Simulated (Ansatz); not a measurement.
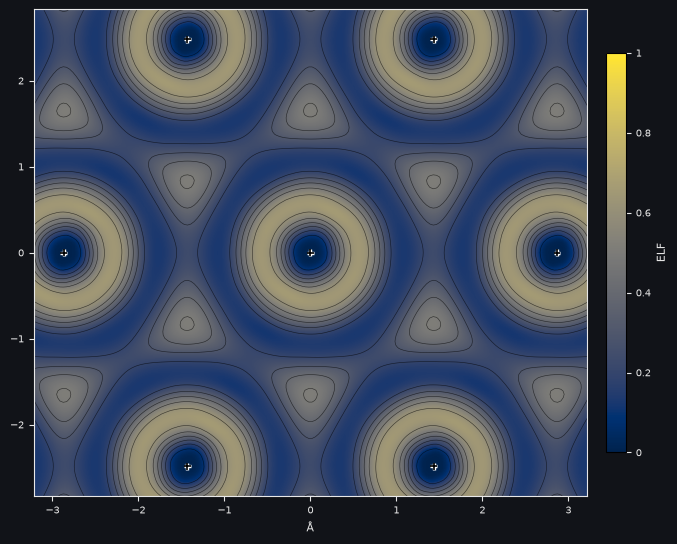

The ELF on a plane through atoms (crosses mark nuclei in the plane).

Method: DFT PBEsol, scalar-relativistic, plane waves, PAW (Ansatz).

Candidates:
A. Ti, a = 4.06 Å, b = 4.06 Å, c = 4.06 Å, α = 90.00°, β = 90.00°, γ = 90.00°. Space group Fm-3m; computed without spin polarisation.
B. TiSi, a = 3.61 Å, b = 4.13 Å, c = 3.79 Å, α = 90.00°, β = 90.00°, γ = 90.00°. Space group Cmmm; a structure from a database of computed crystals, not necessarily the ambient phase; computed without spin polarisation.

### Which system is this?

Candidate A: Ti on the (111) plane of the conventional cell, which holds Ti. Ti–Ti (2.87 Å): the ELF is about 0.25 at the midpoint; no localised pair shows between them.
